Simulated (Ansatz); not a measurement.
**O: density, localisation and related maps**

Input

```
crystal:
  lattice:
    - [4.0689305591, 0.0, -0.0511314365]
    - [0.0, 4.0261634352, 0.0]
    - [-1.0716212313, 0.0, 2.7914438287]
  atoms:
    - { symbol: O, position: [0.3407721668, 0.6840618692, 0.6697834721] }
    - { symbol: O, position: [0.6592278332, 0.6840618692, 0.8302165279] }
    - { symbol: O, position: [0.6592278332, 0.3159381308, 0.3302165279] }
    - { symbol: O, position: [0.3407721668, 0.3159381308, 0.1697834721] }
kpoints:
  mp_grid: { grid: [6, 4, 6] }
  band_path:
    path:
      - [0.0, 0.0, 0.0]
      - [0.0, 0.5, 0.0]
      - [0.0, 0.5, 0.5]
      - [0.0, 0.0, 0.5]
      - [-0.5, 0.0, 0.5]
      - [-0.5, 0.5, 0.5]
      - [-0.5, 0.5, 0.0]
      - [-0.5, 0.0, 0.0]
    npoints: 1
hamiltonian:
  xc: hse06
scf:
  occupations: { method: fixed }
  n_extra_bands: 5
output:
  forces: true
  stress: true
  eigenvalues: true
  write_density: true
  write_potential: true
  elf: true
  volumetric_format: npy
```

Command:

```sh
ansatz run input.yaml --threads 4 --pin off --max-ram 4608MiB --backend cpu --events-out ev --progress --plain --runs-dir out
```

Below, planes, directions and counts refer to the standardised cell (a = 2.99 Å, b = 7.56 Å, c = 4.03 Å, α = 90.00°, β = 90.00°, γ = 89.83°).

Space group P2/c; a structure from a database of computed crystals, not necessarily the ambient phase; started from the database structure prototype, which need not be the ambient phase; changed on purpose from its base cell (uniaxial x strain +0.7%); not relaxed (largest force 1.4 eV/Å); computed pressure about −3 GPa in this cell.

These are results of DFT, HSE06, plane waves, PAW (Ansatz), not measurements.

The density is the valence pseudo-density of a PAW calculation; it isn't the true density close to the nuclei.

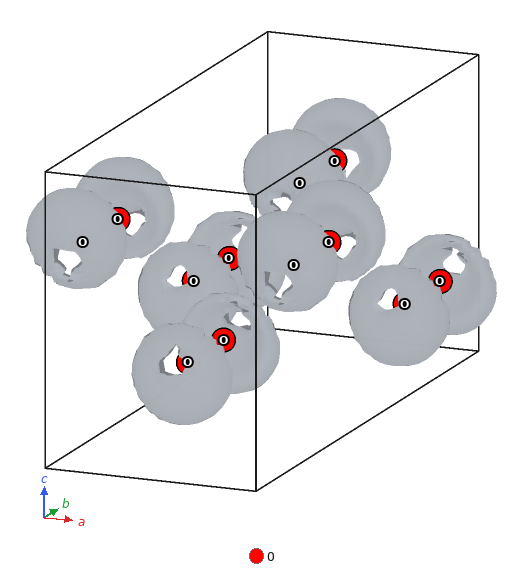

Figure 1. Isosurface of the electron localisation function at 0.85 (grey), seen slightly off an axis. Only the valence region is drawn (cores and ρ < 0.01 e/Å³ removed). Sticks mark near contacts.

What do the ELF domains correspond to?

At this value the surface marks out eight lobes on O, pointing away from the bonds (lone pairs, which may merge into one lobe), counted in one cell of 8 atoms. Any copies at cell faces, edges or corners count once. Along the contacts the grid gives the following. O–O (1.20 Å): the ELF peaks at about 0.75 between the atoms (inside overlapping PAW spheres, so only a guide); a covalent bond.

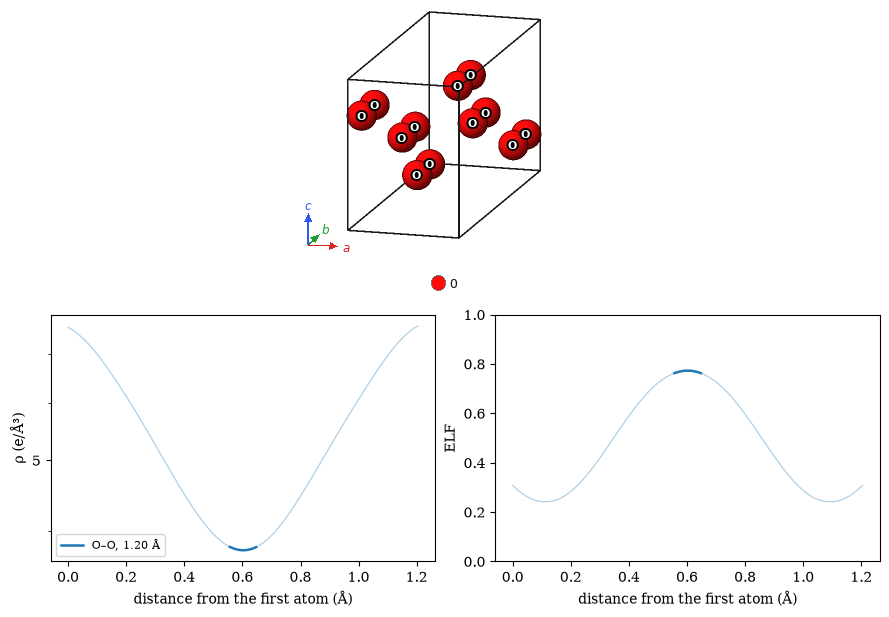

Figure 2. Valence pseudo-density and electron localisation function along straight lines between neighbouring atoms. Thin, pale parts lie inside the atomic spheres. The structure is drawn too.

What can be read from the curves?

O–O (1.20 Å): the density is about 3.8 e/Å³ at the midpoint; the ELF peaks at about 0.75 between the atoms (inside overlapping PAW spheres, so only a guide) (localised, covalent bonding).

Metal or insulator at this level of theory?

It is gapped, with a Kohn–Sham gap of 1.7 eV on the k-point mesh (the band edges may lie off the mesh, which would make the gap smaller).
